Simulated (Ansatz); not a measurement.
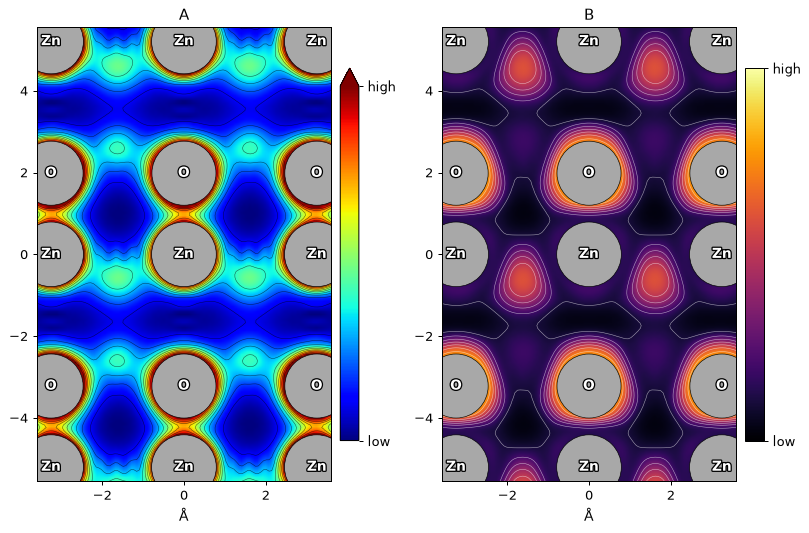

ZnO: 2 fields on the (100) plane of the conventional cell, with unlabelled colour scales. Grey discs cover the atomic cores.

Space group P6₃mc; computed pressure about 5 GPa in this cell.

The calculation used DFT PBE, scalar-relativistic, plane waves, PAW (Ansatz 0.2.0).

### Which field does each panel show? The fields are: electron localisation function and valence pseudo-density.

Panel A: valence pseudo-density. Panel B: electron localisation function. From the grid: Zn–O (1.98 Å): ρ at the midpoint is about 0.58 e/Å³; the ELF peaks at about 0.85 in the valence shell of O, 0.6 Å from its nucleus, and is about 0.25 at the midpoint; no localised pair shows between them.
